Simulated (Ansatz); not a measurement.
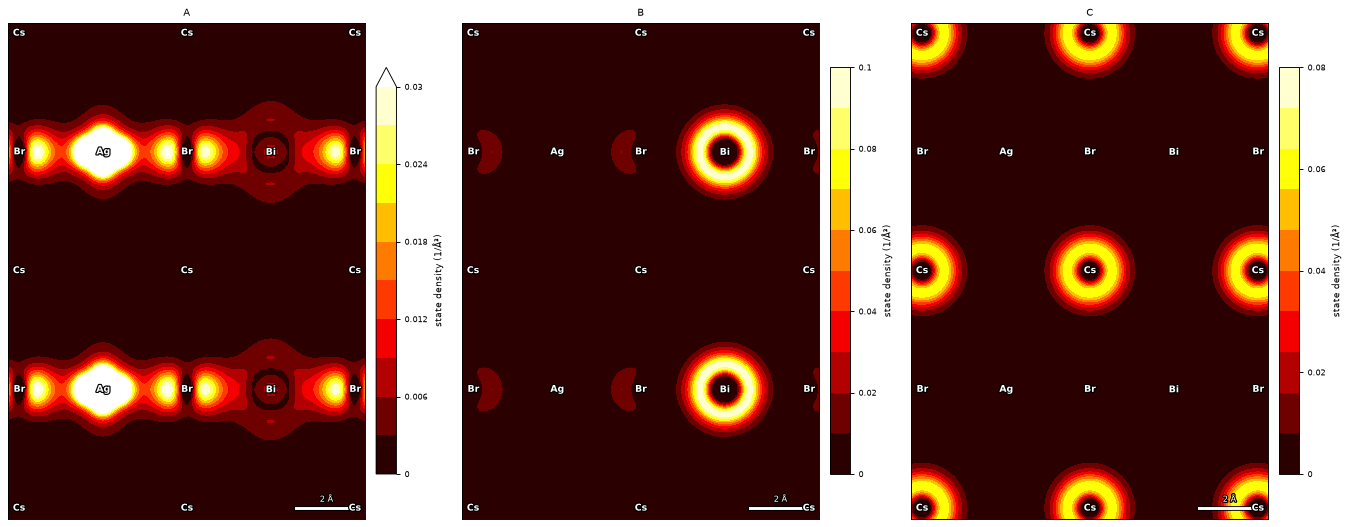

Cs₂AgBiBr₆: densities of the states in three energy windows, on the (011) plane of the conventional cell.

Space group Fm-3m. Spin-orbit coupling, left out here, splits and shifts the levels of such heavy elements, by tenths of an eV up to several eV.

Theory: Ansatz, DFT PBE, scalar-relativistic, plane waves, PAW.

In a PAW calculation such maps are meaningful between the atoms, not at the nuclei.

> Match the panels to the energy ranges (zero at the valence-band maximum): −10.47 to −10.27 eV, −7.73 to −7.56 eV and −5.0 to −3.3 eV.

Panel A: −5.0 to −3.3 eV, the lower third of the upper valence band, mainly Br 4p (55 %), Ag 4d (30 %) and Bi 6p (10 %).
Panel B: −10.47 to −10.27 eV, a separate group of bands, mainly Bi 6s (70 %), Br 4s (15 %) and Br 4p (15 %).
Panel C: −7.73 to −7.56 eV, a separate group of bands, mainly Cs 5p (over 95 %).
The characters are Löwdin shares on a minimal set of atomic orbitals.
